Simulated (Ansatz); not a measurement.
Consider ZrSi3O8.

Input

```
crystal:
  lattice:
    - [3.4697124333, 0.0, 0.0]
    - [0.0, 5.813665397, 0.0]
    - [0.0, 0.0, 5.7462852975]
  atoms:
    - { symbol: Si, position: [0.0, 0.7525726852, 0.0581199287] }
    - { symbol: Si, position: [0.5, 0.0, 0.4210997712] }
    - { symbol: O, position: [0.5, 0.794590394, 0.6161756343] }
    - { symbol: O, position: [0.5, 0.7656608517, 0.1569452028] }
    - { symbol: O, position: [0.0, 0.0, 0.3370224294] }
    - { symbol: O, position: [0.0, 0.0, 0.9143606796] }
    - { symbol: Si, position: [0.0, 0.2474273148, 0.0581199287] }
    - { symbol: Zr, position: [0.5, 0.5, 0.4780010173] }
    - { symbol: O, position: [0.5, 0.205409606, 0.6161756343] }
    - { symbol: O, position: [0.5, 0.2343391483, 0.1569452028] }
    - { symbol: O, position: [0.0, 0.5, 0.29638898] }
    - { symbol: O, position: [0.0, 0.5, 0.8906455911] }
kpoints:
  mp_grid: { grid: [8, 4, 4] }
  band_path:
    path:
      - [0.0, 0.0, 0.0]
      - [0.5, 0.0, 0.0]
      - [0.5, 0.5, 0.0]
      - [0.0, 0.5, 0.0]
      - [0.0, 0.0, 0.5]
      - [0.5, 0.0, 0.5]
      - [0.5, 0.5, 0.5]
      - [0.0, 0.5, 0.5]
    npoints: 1
hamiltonian:
  xc: r2scan
scf:
  occupations: { method: fixed }
  n_extra_bands: 7
output:
  forces: true
  stress: true
  eigenvalues: true
  write_density: true
  write_potential: true
  elf: true
  volumetric_format: npy
```

Below, planes, directions and counts refer to the conventional cell (a = 3.47 Å, b = 5.81 Å, c = 5.75 Å, α = 90.00°, β = 90.00°, γ = 90.00°).

Space group Pmm2; a structure from a database of computed crystals, not necessarily the ambient phase; started from the tetragonal host prototype, which need not be the ambient phase.

Theory: DFT, r2SCAN, plane waves, PAW (Ansatz 0.2.0).

Q: What can the converged valence pseudo-density and electron localisation function tell about the bonding?

A: Si–O (1.64 Å): the density is about 1.2 e/Å³ at the midpoint; the ELF peaks at about 0.85 between the atoms.
Zr–O (1.89 Å): ρ at the midpoint is about 1.1 e/Å³; the ELF peaks at about 0.80 in the valence shell of O, 0.5 Å from its nucleus, and drops to about 0.30 between the two atoms.

Q: Does the calculation make it a metal, or give it a gap?

A: It is gapped, with a Kohn–Sham gap of 4.4 eV on the k-point mesh (the band edges may lie off the mesh, which would make the gap smaller).

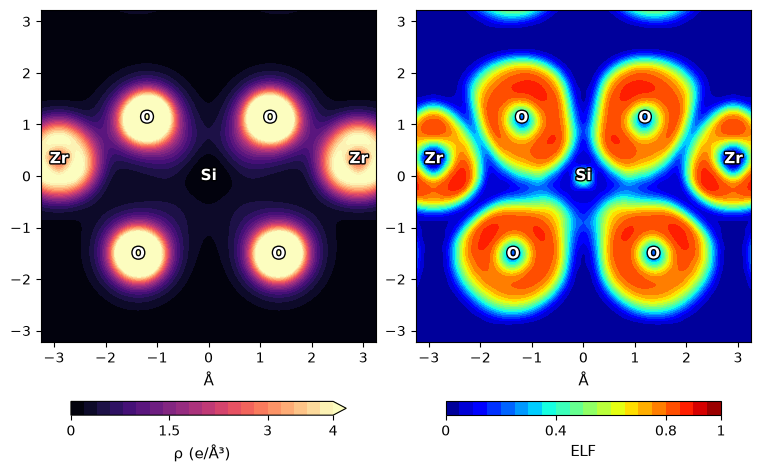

Computed valence pseudo-density and electron localisation function on the (100) plane of the conventional cell, in this order. 

In a PAW calculation such maps are meaningful between the atoms, not at the nuclei.
